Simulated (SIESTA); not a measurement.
System: Bi (space group C2/m).

Calculation (SIESTA 5.4.2): DFT in numerical atomic orbitals with pseudopotentials, no spin polarisation; energies at scaled volumes of the given cell, shape and fractions fixed, counted from the fit's minimum, third-order Birch-Murnaghan fit. All runs: no spin polarisation.

- k mesh: 6×6×9
- occupations: Fermi–Dirac
- smearing width: 0.05 eV
- potentials: PseudoDojo 0.4 standard, converted to PSML, two zetas on semicore shells

Predict the energy against volume, with one curve for each functional. The cases: PBEsol; LDA.

The fitted equilibrium volumes, smallest first, are LDA 32.024, PBEsol 32.782 Å³/atom. The fitted bulk moduli, smallest first, are PBEsol 55.6, LDA 59.1 GPa.

PBEsol:
```tsv
volume (Å³/atom)	energy (meV/atom)
31.98	3.54
32.66	0.04
33.35	1.65
34.03	7.66
34.71	17.61
35.39	31.15
36.07	47.84
```

LDA:
```tsv
volume (Å³/atom)	energy (meV/atom)
31.98	0.01
32.66	2.28
33.35	9.32
34.03	20.60
34.71	35.65
35.39	54.04
36.07	75.38
```

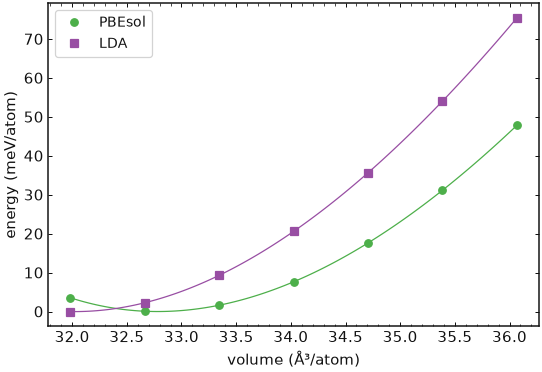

Caveats: the fit and the printed pressures don't fully agree, or the minimum lies near the end of the range (LDA); mulliken charges of long orbitals; spin-orbit coupling left out, heavy elements; shape and atomic fractions are frozen while scaling, which makes layered, chain and framework solids too stiff.
